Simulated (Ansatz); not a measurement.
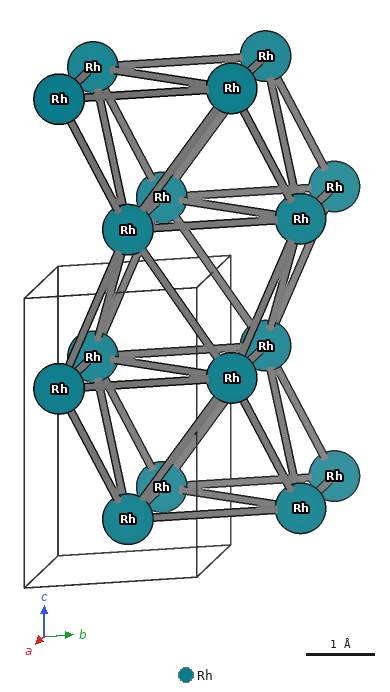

Reference structure: solid Rh (set up in P6_3/mmc). A ball-and-stick model of the cell of the calculation, repeated 2 × 2 × 2 with one cell outlined, seen slightly off an axis.

Theory: Ansatz 0.2.0, DFT PBE, scalar-relativistic, plane waves, PAW. Set-up: plane-wave cutoff 420 eV; k-point mesh 21 × 21 × 12; occupations gaussian; smearing width 0.1 eV; no spin polarisation.

The variant: Uniaxial strain along c, −6.0 %, is applied. The a and b axes and the atoms are relaxed.

Q: What is the effect?

A: It costs 61.2 meV per atom. The pressure goes from 0.0 to 7.2 GPa. The principal stresses (compression positive) are 21.7 GPa along c and none across it. Both are metals. Cell: a = b 2.725 → 2.786 Å (+2.3 %), c 4.385 → 4.122 Å (−6.0 %). Volume −1.7 %. The atoms keep their places relative to the cell (all moves are under 0.005 Å). Among the bonded contacts that change: Rh–Rh 2.698 → 2.614 Å, Rh–Rh 2.725 → 2.786 Å. The space group stays P6_3/mmc (No. 194).

The changed structure in the same view:

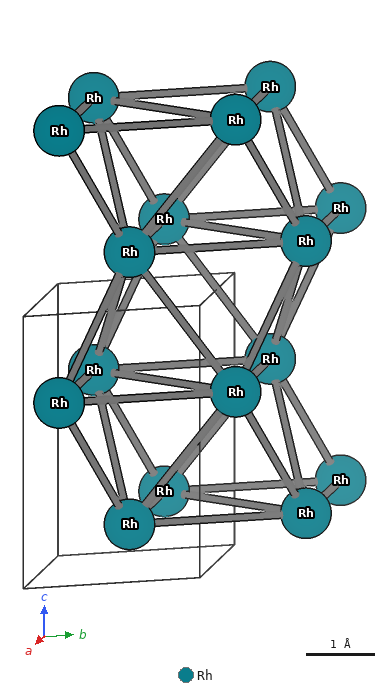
